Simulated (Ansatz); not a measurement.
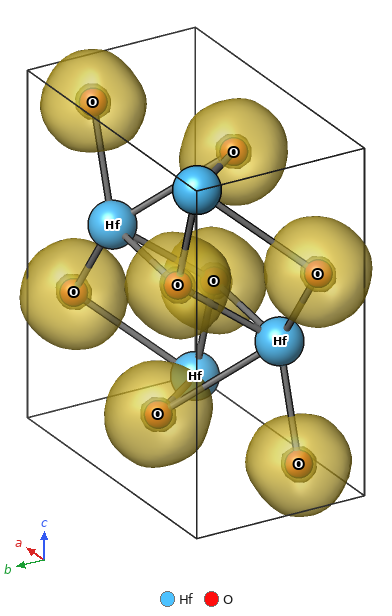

The picture shows: HfO2. Isosurface of the ELF at 0.6 (yellow), seen at an oblique angle. Core shells and regions of very low density are left out. Sticks mark near contacts.

Space group Pnma; a structure from a database of computed crystals, not necessarily the ambient phase.

Theory: Kohn-Sham DFT of a periodic cell, LDA, Ansatz PAW (Ansatz 0.2.0).

Core electrons are frozen (PAW), and the valence fields are smoothed inside the atomic spheres.

### Identify the bonds, lone pairs and shells in this picture.

The surface consists of eight regions wrapped around O (the valence shell of each), counted in one cell of 12 atoms. Any copies at cell faces, edges or corners count once. Along the contacts the grid gives the following. Hf–O (2.10 Å): the ELF peaks at about 0.85 in the valence shell of O, 0.6 Å from its nucleus, and drops to about 0.20 between the two atoms: no localised pair shows between them. Hf–O (2.16 Å): the ELF peaks at about 0.85 in the valence shell of O, 0.6 Å from its nucleus, and drops to about 0.20 between the two atoms (no shared electron pair shows on this line).
